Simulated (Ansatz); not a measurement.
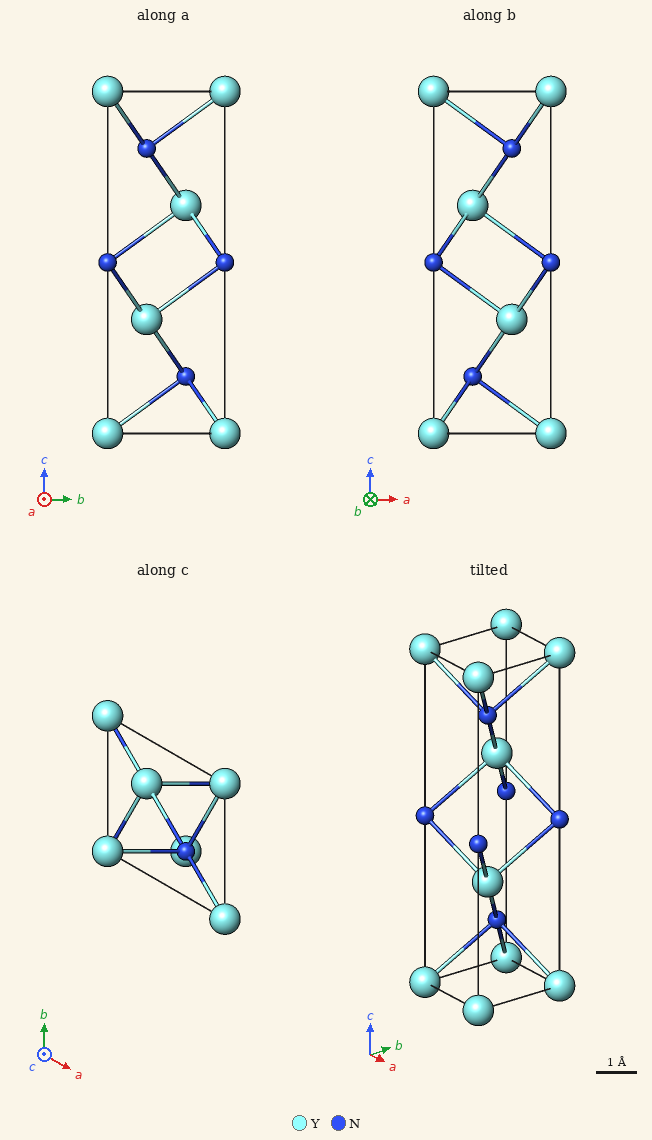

Shown here is a ball-and-stick view of the crystal, taken along the a axis, along the b axis, along the c axis and slightly off an axis. Atoms at the boundary of the conventional unit cell (the box) are drawn once for each face, edge or corner they touch.

Lattice parameters: a = 3.3928 Å, b = 3.3928 Å, c = 8.5617 Å, α = 90.000°, β = 90.000°, γ = 120.000°.

**Convert the drawing into a CIF with its space group and independent sites.**

```cif
data_structure
_symmetry_space_group_name_H-M 'R -3 m :H'
_symmetry_Int_Tables_number 166
_cell_length_a 3.3928
_cell_length_b 3.3928
_cell_length_c 8.5617
_cell_angle_alpha 90.000
_cell_angle_beta 90.000
_cell_angle_gamma 120.000
_cell_volume 85.35
loop_
_atom_site_label
_atom_site_type_symbol
_atom_site_symmetry_multiplicity
_atom_site_Wyckoff_symbol
_atom_site_fract_x
_atom_site_fract_y
_atom_site_fract_z
_atom_site_occupancy
Y1 Y 3 a 0.0000 0.0000 0.0000 1
N1 N 3 b 0.3333 0.6667 0.1667 1
```

The initial geometry was a structure type filled with these elements by a generator (whether the compound takes this form wasn't checked). The cell was then strained or its atoms displaced on purpose. A calculation with Ansatz used it as input.

At this level of theory the cell isn't at rest (compressed, at 6 GPa), so its distances can differ from those at equilibrium, the more so the softer the solid.
